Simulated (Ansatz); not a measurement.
System: Ga₂O₃.

```
Ga O
1.0
    12.45419    0.00000    0.01245
     0.00000    3.08329    0.00000
    -1.39798    0.00000    5.70894
Ga O
8 12
Cartesian
  3.2943 0.0000 3.9196
  9.5214 1.5416 3.9258
  1.5348 1.5416 1.7956
  7.7619 0.0000 1.8018
  4.8201 1.5416 1.1770
  11.0472 0.0000 1.1832
  0.0090 0.0000 4.5382
  6.2361 1.5416 4.5444
  -0.9896 1.5416 4.2436
  5.2375 0.0000 4.2498
  5.8187 0.0000 1.4716
  12.0458 1.5416 1.4778
  3.4547 1.5416 2.4913
  9.6818 0.0000 2.4975
  1.3744 0.0000 3.2239
  7.6015 1.5416 3.2301
  1.8837 0.0000 0.6255
  8.1108 1.5416 0.6317
  2.9454 1.5416 5.0897
  9.1725 0.0000 5.0959
```

Space group C2/m; a structure from a database of computed crystals, not necessarily the ambient phase.

Theory: DFT PBE, scalar-relativistic, plane waves, PAW in Ansatz.

> What will maps of the valence pseudo-density and electron localisation function show?

Ga–O (1.97 Å): ρ is about 0.64 e/Å³ halfway; the ELF peaks at about 0.85 in the valence shell of O, 0.6 Å from its nucleus, and is about 0.35 at the midpoint.
Ga–O (2.11 Å): the density is about 0.47 e/Å³ at the midpoint; the ELF peaks at about 0.85 in the valence shell of O, 0.6 Å from its nucleus, and is about 0.25 at the midpoint: no localised pair shows between them.

> Metal or insulator at this level of theory?

It is gapped, with a Kohn–Sham gap of 2.0 eV on the k-point mesh, an upper bound to the gap of this method.

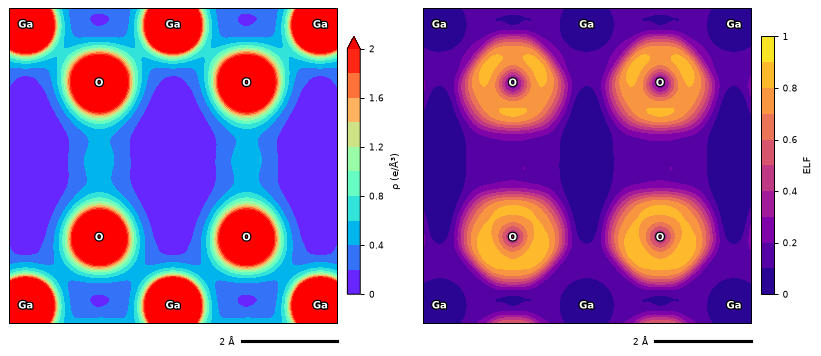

Computed valence pseudo-density and electron localisation function on the (100) plane of the conventional cell, in this order. Atoms just off the plane (Ga, 0.8 Å away) can leave unmarked features too.
